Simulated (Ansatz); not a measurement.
Single-point calculation, with input and output: K

System: K (P6₃/mmc, 2 atoms in the cell).
Method: DFT PBE+D3(BJ), scalar-relativistic, plane waves, PAW, no spin polarisation (Ansatz 0.2.0).

The structure derives from a Materials Project entry.

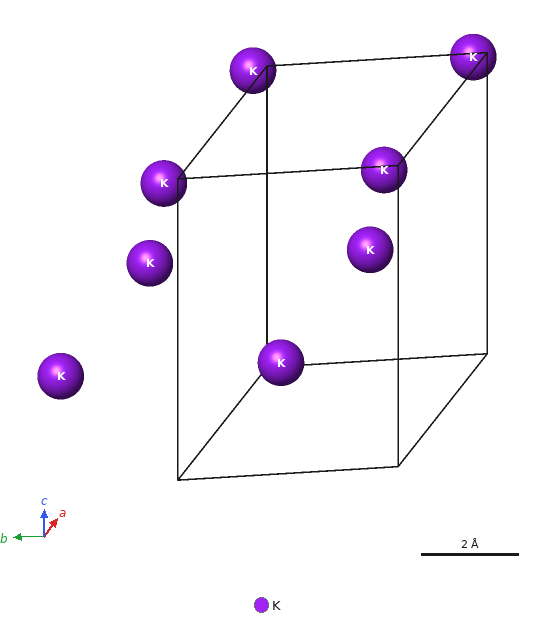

Fig. 1: The structure as given in the input (ball-and-stick view of the cell of the calculation, repeated 2 × 2 × 1, seen at an oblique angle).

Summary

```tsv
quantity	value
outcome	converged
space group (tolerance 0.01 Å)	P6₃/mmc (194)
electrons treated	18
free energy	−3075.8068 eV
Fermi energy	1.995 eV
gap on the k-point mesh	none (metallic)
pressure	−0.01 GPa
largest force (length of the vector)	under 0.001 eV/Å
hardware	1 thread of Intel Xeon @ 2.90GHz (Ice Lake), 128 GiB of memory available, shared host
wall time	30 s
peak memory	0.58 GiB
```

The input
```yaml
crystal:
  lattice:
    - [4.6067513457, 0.0, 0.0]
    - [-2.3033756728, 3.9895636943, 0.0]
    - [0.0, 0.0, 7.5342722668]
  atoms:
    - { symbol: K, position: [0.3333333333, 0.6666666667, 0.25] }
    - { symbol: K, position: [0.6666666667, 0.3333333333, 0.75] }
basis:
  ecutwfc: 420
kpoints:
  mp_grid: { grid: [12, 12, 6] }
  band_path:
    path:
      - [[0.0, 0.0, 0.0], [0.5, 0.0, 0.0], [0.33333333, 0.33333333, 0.0], [0.0, 0.0, 0.0], [0.0, 0.0, 0.5], [0.5, 0.0, 0.5], [0.33333333, 0.33333333, 0.5], [0.0, 0.0, 0.5]]
      - [[0.5, 0.0, 0.5], [0.5, 0.0, 0.0]]
      - [[0.33333333, 0.33333333, 0.5], [0.33333333, 0.33333333, 0.0]]
    npoints: 14
hamiltonian:
  xc: pbe
  dispersion: d3bj
scf:
  occupations: { method: gaussian, width: 0.1 }
  n_extra_bands: 6
output:
  forces: true
  stress: true
  eigenvalues: true
  populations: true
  dos: { projected: true, de: 0.02, nscf_kmesh: { grid: [18, 18, 9] } }
  bader: true
  write_density: true
  write_potential: true
  elf: true
  volumetric_format: npy
```

Launched with:
```bash
ansatz run input.yaml --threads 1 --pin off --max-ram 2560MiB --backend cpu --events-out ev --progress --plain --runs-dir out
```

What the program printed
```
scf.n_extra_bands = 6 over 9 filled bands (N_el = 18.0): the run solves 15 bands
Engine: ansatz 0.2.0, x86_64-unknown-linux-gnu
Pseudopotentials: kind: paw
Pseudopotential: K, paw, valence charge 9, recommended cutoff 420 eV (normal), K.paw.azcp
Functional definition: PBE
  parameter kappa = 0.804
  parameter beta = 0.06672455060314922
  exchange = pbe_x(kappa = kappa, mu = beta*pi^2/3)
  correlation = pbe_c(beta = beta)
Crystal: 2 atoms, lattice volume = 138.472 Å³
Basis set: ecut = 420 eV, 2743 PW (Γ), exchange–correlation on 64×64×108 points (8 copies of the dense FFT grid, shifted against one another)
Bands: 15, of which v1, the nominal top of the filled ones, is band 9 counted from 1 (8 counted from 0)
Symmetry: 24 space group operations
Space group: P63/mmc (ITA 194), of the structure as read, at distance tolerance 5.2e-5 Å
k-points: 76 of 864
Non-local potential: K, projectors of the file, l = 0: 3, l = 1: 2, l = 2: 2
PAW form: soft (Blöchl's): semilocal exchange-correlation on the pseudo side does not see the compensation charge
PAW one-centre angular grid: K, 110 points (default); XC on 64 Gauss nodes
Initial density: superposition of atomic densities (neutral atoms: chi_scale 0, normalization atom), corrected by the library's trained network
Initial wavefunctions: pseudopotential atomic-orbital guess
Functional: x = pbe(κ = 0.804, μ = 0.2195149727645171), c = pbe(β = 0.06672455060314922)
SCF iter   1: F=—  HF=-3075.807895 eV  |F-HF|=—  |Δ(HF+E_count)|=         —  Δρ=3.21e-4  dr2=2.11e-4  ethr=1.77e-3  ⟨swp⟩=7.1  Hψ=7500  notcnv=0  defer=5
preconditioner: auto → Kerker (q_TF=auto, 1.942 Å⁻¹)  [metal: Δε(μ)=0.026 eV  Ē_g=3.257 eV  σ=0.100 eV  W_gap=0.15  n_scr=22 (ndim 8)  ℏωp=4.5 eV  f_vac=0.000  D(μ)=1.48/eV (n_scr^D=2)]
SCF iter   2: F=—  HF=-3075.806766 eV  |F-HF|=—  |Δ(HF+E_count)|=   1.13e-3  Δρ=2.73e-4  dr2=1.89e-4  ethr=1.17e-6  ⟨swp⟩=2.1  Hψ=2421  notcnv=0  defer=5
SCF iter   3: F=—  HF=-3075.806801 eV  |F-HF|=—  |Δ(HF+E_count)|=   3.41e-5  Δρ=1.28e-4  dr2=5.59e-5  ethr=1.05e-6  ⟨swp⟩=2.8  Hψ=1732  notcnv=0  defer=5
SCF iter   4: F=—  HF=-3075.806823 eV  |F-HF|=—  |Δ(HF+E_count)|=   2.26e-5  Δρ=1.22e-4  dr2=1.98e-5  ethr=3.11e-7  ⟨swp⟩=2.0  Hψ=1589  notcnv=0  defer=5
SCF iter   5: F=—  HF=-3075.806821 eV  |F-HF|=—  |Δ(HF+E_count)|=   1.86e-6  Δρ=5.43e-5  dr2=4.50e-6  ethr=1.10e-7  ⟨swp⟩=1.2  Hψ=1125  notcnv=0  defer=5
SCF iter   6: F=—  HF=-3075.806820 eV  |F-HF|=—  |Δ(HF+E_count)|=   1.78e-6  Δρ=7.54e-6  dr2=1.44e-7  ethr=2.50e-8  ⟨swp⟩=2.1  Hψ=1673  notcnv=0  defer=5
SCF iter   7: F=-3075.806820 eV  HF=-3075.806820 eV  |F-HF|=3.13e-9  |Δ(HF+E_count)|=   3.66e-8  Δρ=1.84e-6  dr2=6.16e-9  ethr=5.56e-10  ⟨swp⟩=10.5  Hψ=7247  notcnv=0
SCF 1 converged in 7 iterations: F = -3075.806820 eV  dr2 = 6.16e-9
  greatest PAW one-centre occupation: 0.988 electrons in one spin orbital (limit 2), on the K atom at site 1 (counted from 0), in its partial waves of l = 0
```

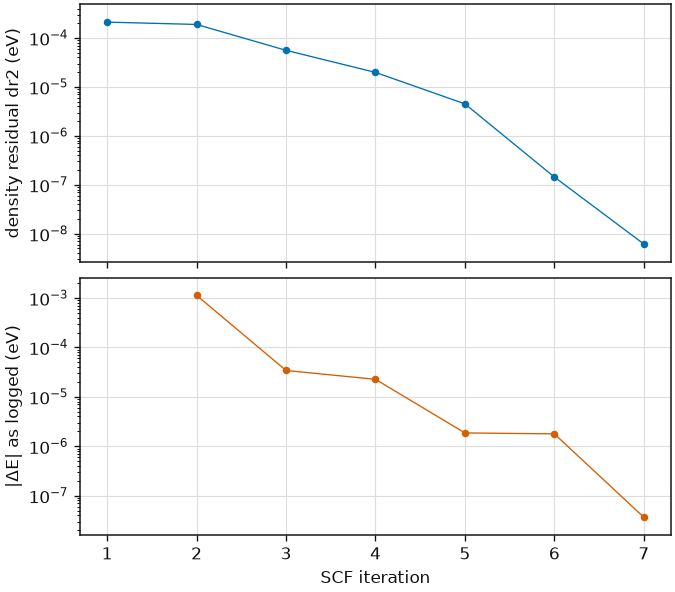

Fig. 2: Convergence of the self-consistent field: density residual dr2 and size of the energy change against the SCF iteration. The residual falls at every step.

```
NSCF: frozen V_eff on 129 k-points
NSCF: frozen V_eff on 185 k-points
SCF converged after 7 iterations
Free energy (F): -3075.806820 eV
Harris-Foulkes:  -3075.806820 eV  (|F-HF|=3.13e-9)
Internal energy: -3075.799399 eV  (E = F + TS)
E sigma→0 (E₀):  -3075.803109 eV
Entropy (-TS):   -0.007421 eV (-3.710 meV/atom)
Fermi energy:    1.994894 eV
--- Per-component energies (eV) ---
  E_band       = -280.601107
  E_kinetic    = 504.742296
  E_local      = -1481.741633  (includes V_loc(G=0)·N_el)
  E_nonlocal   = 25.959241
  E_hartree    = 527.317222
  E_xc         = -267.722596
  E_vxc        = -326.354604  (∫ρ·V_xc dr)
  E_paw        = -1563.732386  (= ΣΔE_a)
  E_vpaw       = -57.840918  (= ΣTr[D̂ρ^β])
  E_aug_tail   = -0.000006  (compensation charges beyond the density's cutoff)
  E_ewald      = -820.380924
  E_disp       = -0.240613  (pairwise vdW)
  E_smearing   = -0.007421  (= −TS)
  E_closure    = -0.000000  (closes the sum)
  Σ components = -3075.806820   (vs F -3075.806820, Δ=0.00e0)
--- Forces (eV/Å), atoms counted from 1 ---
  atom   1  K      0.00000000     0.00000000     0.00000000
  atom   2  K     -0.00000000    -0.00000000    -0.00000000
  max |Σ_I F_I| component: 1.16e-18 eV/Å
--- Stress (GPa, compression-positive) ---
       -0.006483      -0.000000      -0.000000
       -0.000000      -0.006483      -0.000000
       -0.000000      -0.000000      -0.012574
  P = ⅓ Tr σ = -0.0085 GPa (-0.085 kbar)
--- Band table (eV; the first three rows and the last of 76) ---
  k-point 0: bands = ["-30.0741", "-30.0691", "-13.6028", "-13.5321", "-13.5321", "-13.5209", "-13.5209", "-13.5205", "-0.2287", "2.3326", "2.5838", "6.1467", "6.1467", "6.2180", "6.5549"]
  k-point 1: bands = ["-30.0738", "-30.0695", "-13.5974", "-13.5314", "-13.5314", "-13.5262", "-13.5217", "-13.5217", "-0.1431", "1.7127", "3.2477", "6.0220", "6.1296", "6.1296", "6.4753"]
  k-point 2: bands = ["-30.0729", "-30.0704", "-13.5825", "-13.5414", "-13.5293", "-13.5293", "-13.5237", "-13.5237", "0.1098", "1.0616", "4.0324", "5.4995", "6.1249", "6.1249", "6.3171"]
  k-point 75: bands = ["-30.0679", "-30.0679", "-13.5864", "-13.5864", "-13.5703", "-13.5703", "-13.5361", "-13.5361", "3.2248", "3.2248", "3.3763", "3.3763", "3.7028", "3.7028", "6.4925"]
--- Löwdin populations: 2 sites ---
  site symbol       q [e]
     0      K      8.9713
     1      K      8.9713
  spilling = 0.003193 (of n_electrons = 18.000000)
--- Bader charges: 2 sites ---
  site symbol  charge [e]  shift [e] shared [e]
     0      K      0.0318     0.0000     0.0000
     1      K      0.0318     0.0000     0.0000
  maxima off the nuclei: 2, with 0.0637 electrons
  on the straight line to a nucleus their density falls by 1.0e-4 of itself; PAW files or a low cutoff
  can make one that falls by little (a run on other files and one at a higher cutoff tell): if they did, read the shared
  charge, to which what the maxima have on the atom's side is counted
  estimated error of the sums over rays = 8.9e-5 e
```

File bader_charges.tsv
```
# site	symbol	x_ang	y_ang	z_ang	partial_charge_e	electrons	volume_ang3	relative_density_drop	shared_charge_e	partial_wave_shift_e
# quadrature_error_electrons = 8.9e-5
0	K	0.0000	2.6597	1.8836	0.03184	18.96816	67.43	-	0.00000	0.00000
1	K	2.3034	1.3299	5.6507	0.03184	18.96816	67.43	-	0.00000	0.00000
-	-	0.0001	2.6597	5.6507	-0.03184	0.03184	1.81	1.00e-4	-	-
-	-	-2.3034	1.3299	1.8836	-0.03184	0.03184	1.81	1.00e-4	-	-
```

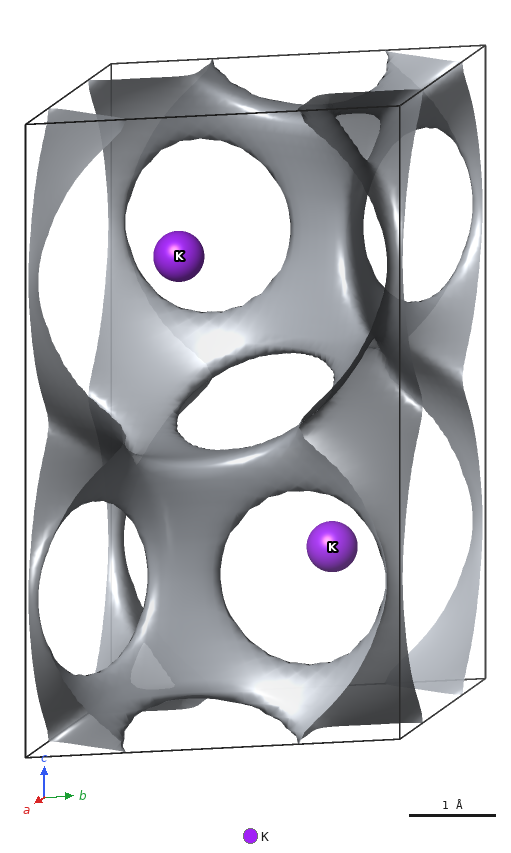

Fig. 3: Isosurface of the ELF at 0.4 (grey), seen slightly off an axis. Core shells and regions of very low density are left out. Sticks mark near contacts. The outline is the cell set on symmetry axes. Values along the shortest contacts: In a PAW calculation such maps are meaningful between the atoms, not at the nuclei.
